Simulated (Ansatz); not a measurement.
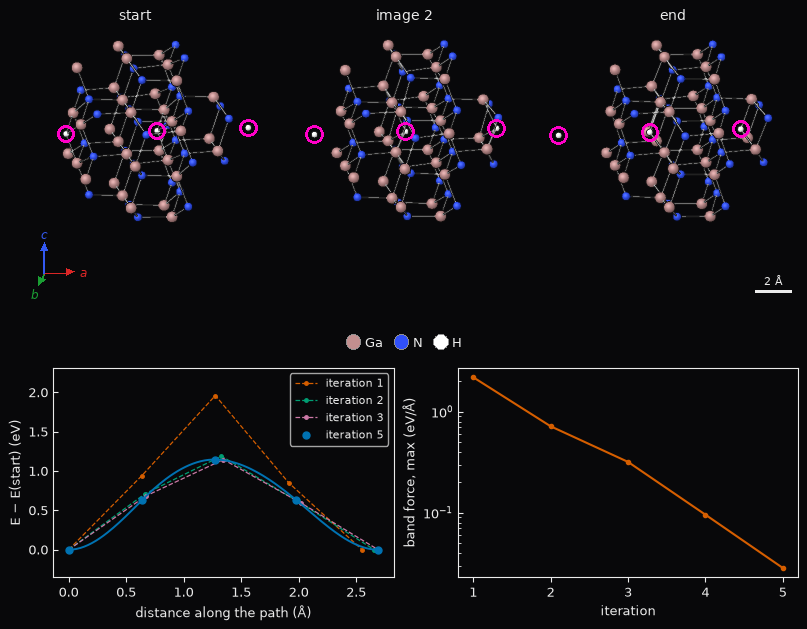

A nudged-elastic-band calculation for a defect cell of composition Ga$_{6}$HN$_{6}$ (cell charge −1) (13 atoms in the cell). Images are numbered from 0 (start) to 4 (end). The plot follows the band through its iterations. Style: ball-and-stick. Shown: the atoms within 5.5 Å of the middle of the path, from a free direction. The moving atom is ringed, with any periodic copies. Bonds to atoms that aren't drawn are left out.

Computed with DFT PBE, scalar-relativistic, plane waves, PAW in Ansatz 0.2.0. Settings: plane-wave cutoff 420 eV; k-point mesh 3 × 3 × 3; Gaussian smearing 0.02 eV; 3 movable images; climbing image.

Q: How did the profile develop, and is the result final?

A: The run is converged, with reservations. The band converged in 5 iterations. The largest component of the band force went from 2.2 to 0.028 eV/Å. The climbing image converged on the top of the path. Its curvatures weren't checked. The first iteration put the highest image at 1.96 eV. The barrier is about 1.15 eV in both directions, with image 2 at the top; the ends have the same energy.

Limits of the set-up: the periodic images lie only 5.2 Å apart, so the values are limited by the cell's size; the cell is charged, on a uniform background, and energies carry no finite-size correction.

Cost: 75 s on 4 threads of Arm Neoverse V2, with other jobs on the host, peak memory 0.9 GiB.
